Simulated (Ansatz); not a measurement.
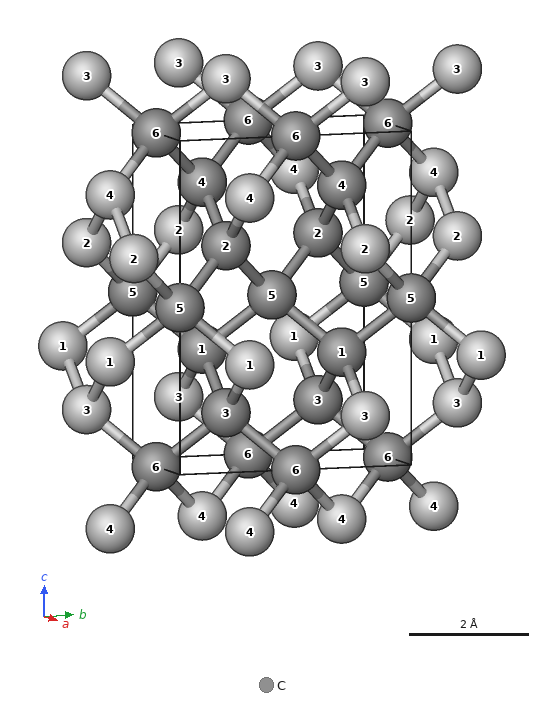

The starting structure (ball-and-stick view of the cell 2 times as large as that of the calculation, set on its symmetry axes, seen slightly off an axis; neighbours outside the cell are drawn fainter; atoms are numbered from 1 in the order of the input).

**Geometry relaxation, with input and output: C (part 1 of 2)**

System: C (Ccce, 6 atoms in the cell).
Method: DFT PBE, scalar-relativistic, plane waves, PAW, no spin polarisation (Ansatz 0.2.0).

The structure was made by a generator, so it may or may not be a known phase. Figures and captions count atoms from 1; the log counts them from 0 in places.

Input file:
```yaml
crystal:
  lattice:
    - [1.19239059, -2.06527733, 0.0]
    - [1.19239059, 2.06527733, 0.0]
    - [0.0, 0.0, 5.65595806]
  atoms:
    - { symbol: C, position: [0.0, 0.5, 0.33333363] }
    - { symbol: C, position: [0.5, 0.0, 0.66666637] }
    - { symbol: C, position: [0.5, 0.0, 0.16666637] }
    - { symbol: C, position: [0.0, 0.5, 0.83333363] }
    - { symbol: C, position: [0.0, 0.0, 0.5] }
    - { symbol: C, position: [0.5, 0.5, 0.0] }
basis:
  ecutwfc: 420
kpoints:
  mp_grid: { grid: [12, 12, 4] }
hamiltonian:
  xc: pbe
scf:
  occupations: { method: gaussian, width: 0.1 }
  lower_state_search: "off"
output:
  forces: true
  stress: true
  eigenvalues: true
relax:
  adjacent_minimum: "off"
  f_tol: 0.04
  max_steps: 70
  cell: { stress_tol: 0.4 }
```

Machine: 1 thread of Arm Neoverse V2, 24 GiB of memory available, shared host.

Launched with:
```bash
ansatz run input.yaml --threads 1 --pin off --max-ram 2560MiB --backend cpu --events-out ev --progress --plain --runs-dir out
```

What the program printed:
```
Engine: ansatz 0.2.0, aarch64-unknown-linux-gnu
Pseudopotentials: kind: paw
Pseudopotential: C, paw, valence charge 4, recommended cutoff 420 eV (normal), C.paw.azcp
Functional definition: PBE
  parameter kappa = 0.804
  parameter beta = 0.06672455060314922
  exchange = pbe_x(kappa = kappa, mu = beta*pi^2/3)
  correlation = pbe_c(beta = beta)
Crystal: 6 atoms, lattice volume = 27.857 Å³
Basis set: ecut = 420 eV, 535 PW (Γ), exchange–correlation on 32×32×80 points (8 copies of the dense FFT grid, shifted against one another)
Bands: 18, of which v1, the nominal top of the filled ones, is band 12 counted from 1 (11 counted from 0)
Symmetry: 8 space group operations
Space group: Ccce (ITA 68), of the structure as read, at distance tolerance 3.0e-5 Å
k-points: 129 of 576
Non-local potential: C, projectors of the file, l = 0: 2, l = 1: 2, l = 2: 1
PAW form: soft (Blöchl's): semilocal exchange-correlation on the pseudo side does not see the compensation charge
PAW one-centre angular grid: C, 110 points (default); XC on 64 Gauss nodes
Initial density: superposition of atomic densities (neutral atoms: chi_scale 0, normalization atom), corrected by the library's trained network
Initial wavefunctions: pseudopotential atomic-orbital guess
Functional: x = pbe(κ = 0.804, μ = 0.2195149727645171), c = pbe(β = 0.06672455060314922)
SCF iter   1: F=—  HF=-1494.995681 eV  |F-HF|=—  |Δ(HF+E_count)|=         —  Δρ=2.35e-2  dr2=6.74e-2  ethr=1.77e-3  ⟨swp⟩=5.4  Hψ=12536  notcnv=0  defer=1
preconditioner: auto → none  [metal: Δε(μ)=0.087 eV  Ē_g=16.847 eV  σ=0.100 eV  W_gap=0.46  n_scr=4 (ndim 8)  ℏωp=34.5 eV  f_vac=0.000  D(μ)=0.03/eV (n_scr^D=0)  sad-step TF]
SCF iter   2: F=—  HF=-1494.981855 eV  |F-HF|=—  |Δ(HF+E_count)|=   1.38e-2  Δρ=1.34e-2  dr2=2.30e-2  ethr=2.81e-4  ⟨swp⟩=1.0  Hψ=3354  notcnv=0  defer=6
SCF iter   3: F=—  HF=-1494.974475 eV  |F-HF|=—  |Δ(HF+E_count)|=   7.38e-3  Δρ=6.31e-4  dr2=3.13e-5  ethr=9.57e-5  ⟨swp⟩=2.2  Hψ=3684  notcnv=0  defer=6
SCF iter   4: F=—  HF=-1494.974471 eV  |F-HF|=—  |Δ(HF+E_count)|=   3.50e-6  Δρ=1.20e-4  dr2=1.88e-6  ethr=1.30e-7  ⟨swp⟩=2.5  Hψ=3574  notcnv=0  defer=6
iter 5 did not close the SCF: its close was put off for the readings that it lacked (scf_convergence_deferred on its scf_iter line)
SCF iter   5: F=-1494.974471 eV  HF=-1494.974471 eV  |F-HF|=1.05e-8  |Δ(HF+E_count)|=   4.21e-8  Δρ=1.07e-5  dr2=2.31e-8  ethr=7.81e-9  ⟨swp⟩=2.3  Hψ=3523  notcnv=0  defer=6
SCF iter   6: F=-1494.974471 eV  HF=-1494.974471 eV  |F-HF|=1.13e-9  |Δ(HF+E_count)|=   2.34e-9  Δρ=2.36e-6  dr2=1.63e-9  ethr=9.61e-11  ⟨swp⟩=6.3  Hψ=9765  notcnv=0
SCF 1 converged in 6 iterations: F = -1494.974471 eV  dr2 = 1.63e-9
  greatest PAW one-centre occupation: 0.676 electrons in one spin orbital (limit 2), on the C atom at site 5 (counted from 0), in its partial waves of l = 0
relax step   1: F+E_penalty+E_count = -1494.97447125 eV  Δ(F+E_penalty+E_count) = +0.000e0 eV  max|allowed force component| = 5.486e-2 eV/Å  Δτ_max = 0.0000 Å  P = +105.223 GPa  Ω = 27.857 Å³  (6 SCF iters, dr2 threshold 1.00e-7 eV, accepted)
Crystal: 6 atoms, lattice volume = 30.099 Å³
Basis set: ecut = 420 eV, 573 PW (Γ), exchange–correlation on 32×32×80 points (8 copies of the dense FFT grid, shifted against one another)
Initial density: handed on by an earlier stage of this run
Initial wavefunctions: those handed on with the density
iter 1 solved again at ethr=4.36e-4 eV; its pass at ethr=3.10e-3 eV (dr2=1.05e-1 eV) is discarded
SCF iter   1: F=—  HF=-1496.588682 eV  |F-HF|=—  |Δ(HF+E_count)|=         —  Δρ=2.22e-2  dr2=1.03e-1  ethr=4.36e-4  ⟨swp⟩=1.0  Hψ=17418  notcnv=0
preconditioner: auto → none  [insulator: Δε(μ)=0.519 eV  Ē_g=16.177 eV  σ=0.100 eV  W_gap=1.00  n_scr=4 (ndim 8)  ℏωp=33.2 eV  f_vac=0.000  D(μ)=0.00/eV (n_scr^D=0)  ε∞_Penn≈5.2]
SCF iter   2: F=—  HF=-1496.562590 eV  |F-HF|=—  |Δ(HF+E_count)|=   2.61e-2  Δρ=8.99e-3  dr2=1.64e-2  ethr=4.30e-4  ⟨swp⟩=2.3  Hψ=3422  notcnv=0
SCF iter   3: F=—  HF=-1496.558915 eV  |F-HF|=—  |Δ(HF+E_count)|=   3.67e-3  Δρ=7.55e-4  dr2=6.31e-5  ethr=6.85e-5  ⟨swp⟩=2.2  Hψ=3879  notcnv=0
SCF iter   4: F=—  HF=-1496.558948 eV  |F-HF|=—  |Δ(HF+E_count)|=   3.27e-5  Δρ=1.13e-4  dr2=1.47e-6  ethr=2.63e-7  ⟨swp⟩=2.4  Hψ=3873  notcnv=0
iter 5 did not close the SCF: its close was put off for the readings that it lacked (scf_convergence_deferred on its scf_iter line)
SCF iter   5: F=-1496.558949 eV  HF=-1496.558949 eV  |F-HF|=5.51e-9  |Δ(HF+E_count)|=   6.12e-7  Δρ=1.31e-5  dr2=1.53e-8  ethr=6.13e-9  ⟨swp⟩=2.2  Hψ=3877  notcnv=0
SCF iter   6: F=-1496.558949 eV  HF=-1496.558949 eV  |F-HF|=1.82e-10  |Δ(HF+E_count)|=   7.83e-9  Δρ=1.80e-6  dr2=2.78e-10  ethr=6.37e-11  ⟨swp⟩=2.0  Hψ=7401  notcnv=0
SCF 2 converged in 6 iterations: F = -1496.558949 eV  dr2 = 2.78e-10
  greatest PAW one-centre occupation: 0.662 electrons in one spin orbital (limit 2), on the C atom at site 5 (counted from 0), in its partial waves of l = 0
relax step   2: F+E_penalty+E_count = -1496.55894878 eV  Δ(F+E_penalty+E_count) = -1.584e0 eV  max|allowed force component| = 7.523e-2 eV/Å  Δτ_max = 0.0011 Å  P = +48.958 GPa  Ω = 30.099 Å³  energy of the carried Pulay correction = -1.290e-2 eV  (6 SCF iters, dr2 threshold 6.00e-7 eV, accepted)
Crystal: 6 atoms, lattice volume = 32.204 Å³
Basis set: ecut = 420 eV, 649 PW (Γ), exchange–correlation on 32×32×80 points (8 copies of the dense FFT grid, shifted against one another)
iter 1 solved again at ethr=2.99e-4 eV; its pass at ethr=3.10e-3 eV (dr2=7.17e-2 eV) is discarded
SCF iter   1: F=—  HF=-1497.014738 eV  |F-HF|=—  |Δ(HF+E_count)|=         —  Δρ=1.72e-2  dr2=6.98e-2  ethr=2.99e-4  ⟨swp⟩=1.0  Hψ=16117  notcnv=0
preconditioner: auto → none  [insulator: Δε(μ)=0.834 eV  Ē_g=15.456 eV  σ=0.100 eV  W_gap=1.00  n_scr=4 (ndim 8)  ℏωp=32.1 eV  f_vac=0.000  D(μ)=0.00/eV (n_scr^D=0)  ε∞_Penn≈5.3]
SCF iter   2: F=—  HF=-1496.996481 eV  |F-HF|=—  |Δ(HF+E_count)|=   1.83e-2  Δρ=6.97e-3  dr2=1.11e-2  ethr=2.91e-4  ⟨swp⟩=1.2  Hψ=2534  notcnv=0
SCF iter   3: F=—  HF=-1496.993765 eV  |F-HF|=—  |Δ(HF+E_count)|=   2.72e-3  Δρ=5.72e-4  dr2=4.49e-5  ethr=4.64e-5  ⟨swp⟩=2.1  Hψ=3878  notcnv=0
SCF iter   4: F=—  HF=-1496.993843 eV  |F-HF|=—  |Δ(HF+E_count)|=   7.77e-5  Δρ=8.96e-5  dr2=1.04e-6  ethr=1.87e-7  ⟨swp⟩=2.2  Hψ=3884  notcnv=0
iter 5 did not close the SCF: its close was put off for the readings that it lacked (scf_convergence_deferred on its scf_iter line)
SCF iter   5: F=-1496.993843 eV  HF=-1496.993843 eV  |F-HF|=2.12e-9  |Δ(HF+E_count)|=   3.32e-7  Δρ=1.08e-5  dr2=1.29e-8  ethr=4.32e-9  ⟨swp⟩=2.2  Hψ=3843  notcnv=0
SCF iter   6: F=-1496.993843 eV  HF=-1496.993843 eV  |F-HF|=1.95e-10  |Δ(HF+E_count)|=   4.20e-9  Δρ=1.69e-6  dr2=2.46e-10  ethr=5.37e-11  ⟨swp⟩=1.6  Hψ=6821  notcnv=0
SCF 3 converged in 6 iterations: F = -1496.993843 eV  dr2 = 2.46e-10
  greatest PAW one-centre occupation: 0.651 electrons in one spin orbital (limit 2), on the C atom at site 5 (counted from 0), in its partial waves of l = 0
relax step   3: F+E_penalty+E_count = -1496.99384295 eV  Δ(F+E_penalty+E_count) = -4.349e-1 eV  max|allowed force component| = 1.875e-1 eV/Å  Δτ_max = 0.0007 Å  P = +11.049 GPa  Ω = 32.204 Å³  energy of the carried Pulay correction = -2.415e-2 eV  (6 SCF iters, dr2 threshold 6.00e-7 eV, accepted)
Crystal: 6 atoms, lattice volume = 33.013 Å³
Basis set: ecut = 420 eV, 661 PW (Γ), exchange–correlation on 32×32×80 points (8 copies of the dense FFT grid, shifted against one another)
iter 1 solved again at ethr=3.64e-5 eV; its pass at ethr=3.10e-3 eV (dr2=8.73e-3 eV) is discarded
SCF iter   1: F=—  HF=-1497.018761 eV  |F-HF|=—  |Δ(HF+E_count)|=         —  Δρ=5.73e-3  dr2=7.93e-3  ethr=3.64e-5  ⟨swp⟩=1.0  Hψ=14046  notcnv=0
preconditioner: auto → none  [insulator: Δε(μ)=0.792 eV  Ē_g=15.160 eV  σ=0.100 eV  W_gap=1.00  n_scr=4 (ndim 8)  ℏωp=31.7 eV  f_vac=0.000  D(μ)=0.00/eV (n_scr^D=0)  ε∞_Penn≈5.4]
SCF iter   2: F=—  HF=-1497.016608 eV  |F-HF|=—  |Δ(HF+E_count)|=   2.15e-3  Δρ=2.33e-3  dr2=1.27e-3  ethr=3.30e-5  ⟨swp⟩=1.1  Hψ=2464  notcnv=0
SCF iter   3: F=—  HF=-1497.016290 eV  |F-HF|=—  |Δ(HF+E_count)|=   3.18e-4  Δρ=1.97e-4  dr2=6.29e-6  ethr=5.28e-6  ⟨swp⟩=2.0  Hψ=3874  notcnv=0
SCF iter   4: F=—  HF=-1497.016358 eV  |F-HF|=—  |Δ(HF+E_count)|=   6.83e-5  Δρ=3.90e-5  dr2=1.56e-7  ethr=2.62e-8  ⟨swp⟩=2.4  Hψ=3909  notcnv=0
iter 5 did not close the SCF: its close was put off for the readings that it lacked (scf_convergence_deferred on its scf_iter line)
SCF iter   5: F=-1497.016358 eV  HF=-1497.016358 eV  |F-HF|=9.79e-10  |Δ(HF+E_count)|=   1.75e-7  Δρ=4.92e-6  dr2=2.79e-9  ethr=6.50e-10  ⟨swp⟩=2.5  Hψ=3978  notcnv=0
SCF iter   6: F=-1497.016358 eV  HF=-1497.016358 eV  |F-HF|=1.07e-11  |Δ(HF+E_count)|=   1.58e-9  Δρ=5.36e-7  dr2=3.52e-11  ethr=1.16e-11  ⟨swp⟩=1.1  Hψ=6873  notcnv=0
SCF 4 converged in 6 iterations: F = -1497.016358 eV  dr2 = 3.52e-11
  greatest PAW one-centre occupation: 0.648 electrons in one spin orbital (limit 2), on the C atom at site 5 (counted from 0), in its partial waves of l = 0
relax step   4: F+E_penalty+E_count = -1497.01635823 eV  Δ(F+E_penalty+E_count) = -2.252e-2 eV  max|allowed force component| = 4.799e-2 eV/Å  Δτ_max = 0.0045 Å  P = -0.521 GPa  Ω = 33.013 Å³  energy of the carried Pulay correction = -2.826e-2 eV  (6 SCF iters, dr2 threshold 6.00e-7 eV, accepted)
Crystal: 6 atoms, lattice volume = 32.974 Å³
Basis set: ecut = 420 eV, 653 PW (Γ), exchange–correlation on 32×32×80 points (8 copies of the dense FFT grid, shifted against one another)
iter 1 solved again at ethr=1.50e-7 eV; its pass at ethr=3.10e-3 eV (dr2=3.60e-5 eV) is discarded
SCF iter   1: F=—  HF=-1497.017282 eV  |F-HF|=—  |Δ(HF+E_count)|=         —  Δρ=4.54e-4  dr2=3.20e-5  ethr=1.50e-7  ⟨swp⟩=2.5  Hψ=15224  notcnv=0
preconditioner: auto → none  [insulator: Δε(μ)=0.868 eV  Ē_g=15.180 eV  σ=0.100 eV  W_gap=1.00  n_scr=4 (ndim 8)  ℏωp=31.7 eV  f_vac=0.000  D(μ)=0.00/eV (n_scr^D=0)  ε∞_Penn≈5.4]
SCF iter   2: F=—  HF=-1497.017346 eV  |F-HF|=—  |Δ(HF+E_count)|=   6.38e-5  Δρ=2.06e-4  dr2=5.14e-6  ethr=1.33e-7  ⟨swp⟩=2.1  Hψ=3784  notcnv=0
iter 3 did not close the SCF: its close was put off for the readings that it lacked (scf_convergence_deferred on its scf_iter line)
SCF iter   3: F=-1497.017346 eV  HF=-1497.017346 eV  |F-HF|=4.33e-8  |Δ(HF+E_count)|=   7.18e-7  Δρ=2.67e-5  dr2=5.32e-8  ethr=2.14e-8  ⟨swp⟩=2.2  Hψ=3910  notcnv=0
iter 4 did not close the SCF: its close was put off for the readings that it lacked (scf_convergence_deferred on its scf_iter line)
SCF iter   4: F=-1497.017346 eV  HF=-1497.017346 eV  |F-HF|=7.81e-10  |Δ(HF+E_count)|=   4.47e-8  Δρ=3.43e-6  dr2=1.02e-9  ethr=2.22e-10  ⟨swp⟩=2.0  Hψ=3862  notcnv=0
iter 5 did not close the SCF: its close was put off for the readings that it lacked (scf_convergence_deferred on its scf_iter line)
SCF iter   5: F=-1497.017346 eV  HF=-1497.017346 eV  |F-HF|=2.27e-12  |Δ(HF+E_count)|=  8.47e-10  Δρ=2.04e-7  dr2=8.53e-12  ethr=4.26e-12  ⟨swp⟩=2.0  Hψ=3874  notcnv=0
SCF iter   6: F=-1497.017346 eV  HF=-1497.017346 eV  |F-HF|=2.27e-13  |Δ(HF+E_count)|=  6.82e-13  Δρ=3.80e-8  dr2=1.55e-13  ethr=1.00e-12  ⟨swp⟩=1.0  Hψ=5198  notcnv=0
SCF 5 converged in 6 iterations: F = -1497.017346 eV  dr2 = 1.55e-13
relax step   5: F+E_penalty+E_count = -1497.01734629 eV  Δ(F+E_penalty+E_count) = -9.881e-4 eV  max|allowed force component| = 1.021e-2 eV/Å  Δτ_max = 0.0009 Å  P = -0.072 GPa  Ω = 32.974 Å³  energy of the carried Pulay correction = -2.807e-2 eV  (6 SCF iters, dr2 threshold 6.00e-7 eV, accepted)
Crystal: 6 atoms, lattice volume = 32.970 Å³
iter 1 solved again at ethr=4.74e-9 eV; its pass at ethr=3.10e-3 eV (dr2=1.14e-6 eV) is discarded
SCF iter   1: F=—  HF=-1497.017349 eV  |F-HF|=—  |Δ(HF+E_count)|=         —  Δρ=8.39e-5  dr2=1.05e-6  ethr=4.74e-9  ⟨swp⟩=2.6  Hψ=15249  notcnv=0
preconditioner: auto → none  [insulator: Δε(μ)=0.858 eV  Ē_g=15.180 eV  σ=0.100 eV  W_gap=1.00  n_scr=4 (ndim 8)  ℏωp=31.7 eV  f_vac=0.000  D(μ)=0.00/eV (n_scr^D=0)  ε∞_Penn≈5.4]
iter 2 did not close the SCF: its close was put off for the readings that it lacked (scf_convergence_deferred on its scf_iter line)
SCF iter   2: F=-1497.017415 eV  HF=-1497.017415 eV  |F-HF|=1.54e-8  |Δ(HF+E_count)|=   6.60e-5  Δρ=3.82e-5  dr2=1.76e-7  ethr=4.36e-9  ⟨swp⟩=2.0  Hψ=3844  notcnv=0
iter 3 did not close the SCF: its close was put off for the readings that it lacked (scf_convergence_deferred on its scf_iter line)
SCF iter   3: F=-1497.017415 eV  HF=-1497.017415 eV  |F-HF|=1.50e-9  |Δ(HF+E_count)|=   3.12e-8  Δρ=4.69e-6  dr2=1.76e-9  ethr=7.34e-10  ⟨swp⟩=2.1  Hψ=3875  notcnv=0
iter 4 did not close the SCF: its close was put off for the readings that it lacked (scf_convergence_deferred on its scf_iter line)
SCF iter   4: F=-1497.017415 eV  HF=-1497.017415 eV  |F-HF|=2.86e-11  |Δ(HF+E_count)|=   1.52e-9  Δρ=6.26e-7  dr2=3.63e-11  ethr=7.35e-12  ⟨swp⟩=2.0  Hψ=3865  notcnv=0
iter 5 did not close the SCF: its close was put off for the readings that it lacked (scf_convergence_deferred on its scf_iter line)
SCF iter   5: F=-1497.017415 eV  HF=-1497.017415 eV  |F-HF|=6.82e-13  |Δ(HF+E_count)|=  3.16e-11  Δρ=3.85e-8  dr2=1.65e-13  ethr=1.00e-12  ⟨swp⟩=1.0  Hψ=2322  notcnv=0
SCF iter   6: F=-1497.017415 eV  HF=-1497.017415 eV  |F-HF|=0.00e0  |Δ(HF+E_count)|=  2.27e-13  Δρ=6.19e-9  dr2=5.24e-15  ethr=1.00e-12  ⟨swp⟩=1.0  Hψ=5160  notcnv=0
SCF 6 converged in 6 iterations: F = -1497.017415 eV  dr2 = 5.24e-15
relax step   6: F+E_penalty+E_count = -1497.01741513 eV  Δ(F+E_penalty+E_count) = -6.884e-5 eV  max|allowed force component| = 7.061e-5 eV/Å  Δτ_max = 0.0002 Å  P = +0.001 GPa  Ω = 32.970 Å³  energy of the carried Pulay correction = -2.805e-2 eV  (6 SCF iters, dr2 threshold 5.61e-7 eV, accepted)
Basis set: ecut = 420 eV, 653 PW (Γ), exchange–correlation on 36×36×80 points (8 copies of the dense FFT grid, shifted against one another)
Initial wavefunctions: pseudopotential atomic-orbital guess (no wavefunctions were taken with the density)
iter 1 solved again at ethr=1.39e-6 eV; its pass at ethr=3.10e-3 eV (dr2=3.33e-4 eV) is discarded
SCF iter   1: F=—  HF=-1497.107078 eV  |F-HF|=—  |Δ(HF+E_count)|=         —  Δρ=2.53e-3  dr2=3.34e-4  ethr=1.39e-6  ⟨swp⟩=2.0  Hψ=16077  notcnv=0
preconditioner: auto → none  [insulator: Δε(μ)=0.867 eV  Ē_g=15.175 eV  σ=0.100 eV  W_gap=1.00  n_scr=4 (ndim 8)  ℏωp=31.7 eV  f_vac=0.000  D(μ)=0.00/eV (n_scr^D=0)  ε∞_Penn≈5.4]
SCF iter   2: F=—  HF=-1497.107385 eV  |F-HF|=—  |Δ(HF+E_count)|=   3.07e-4  Δρ=1.25e-3  dr2=7.32e-5  ethr=1.39e-6  ⟨swp⟩=2.0  Hψ=3669  notcnv=0
SCF iter   3: F=—  HF=-1497.107500 eV  |F-HF|=—  |Δ(HF+E_count)|=   1.15e-4  Δρ=7.71e-5  dr2=3.28e-7  ethr=3.05e-7  ⟨swp⟩=2.4  Hψ=3870  notcnv=0
SCF iter   4: F=—  HF=-1497.107500 eV  |F-HF|=—  |Δ(HF+E_count)|=   2.42e-7  Δρ=3.38e-6  dr2=9.61e-10  ethr=1.37e-9  ⟨swp⟩=2.0  Hψ=3812  notcnv=0
iter 5 did not close the SCF: its close was put off for the readings that it lacked (scf_convergence_deferred on its scf_iter line)
SCF iter   5: F=-1497.107500 eV  HF=-1497.107500 eV  |F-HF|=1.77e-11  |Δ(HF+E_count)|=   1.45e-9  Δρ=4.54e-7  dr2=2.92e-11  ethr=4.00e-12  ⟨swp⟩=2.0  Hψ=3845  notcnv=0
SCF iter   6: F=-1497.107500 eV  HF=-1497.107500 eV  |F-HF|=1.36e-12  |Δ(HF+E_count)|=  2.57e-11  Δρ=8.60e-8  dr2=1.61e-12  ethr=1.00e-12  ⟨swp⟩=2.1  Hψ=6372  notcnv=0
SCF 7 converged in 6 iterations: F = -1497.107500 eV  dr2 = 1.61e-12
relax step   7: F+E_penalty+E_count = -1497.10750014 eV  Δ(F+E_penalty+E_count) = -9.009e-2 eV  max|allowed force component| = 1.621e-3 eV/Å  Δτ_max = 0.0000 Å  P = +3.353 GPa  Ω = 32.970 Å³  stress off target by 4.58e0 GPa  SCF on the basis re-selected at this cell (its energy is not comparable with the rows above)  (6 SCF iters)
basis re-selected at this cell: Δ(F+E_penalty+E_count) = -9.009e-2 eV, ΔP = +3.352 GPa vs the last step (what re-selecting the basis moved, of the pressure what is left beyond the Pulay correction that the steps carried, after the strain that the cell walked since its last selection, with what the two solves' SCF thresholds leave and, on support functions, any second-order correction that the steps lacked; it is no measure of the basis error at this ecutwfc). The dense FFT grid was sized anew with the basis: this SCF ran on 18×18×40 points, the steps before it on 16×16×40, so part of this shift can come from that change (see relax.cell in the input reference). This SCF's stress stands 4.58e0 GPa from its target on what of the cell is left free (relax.cell.stress_tol is 4.00e-1 GPa) and its largest allowed force component is 1.62e-3 eV/Å (relax.f_tol is 4.00e-2 eV/Å): not within both, so this SCF does not close the relaxation
```
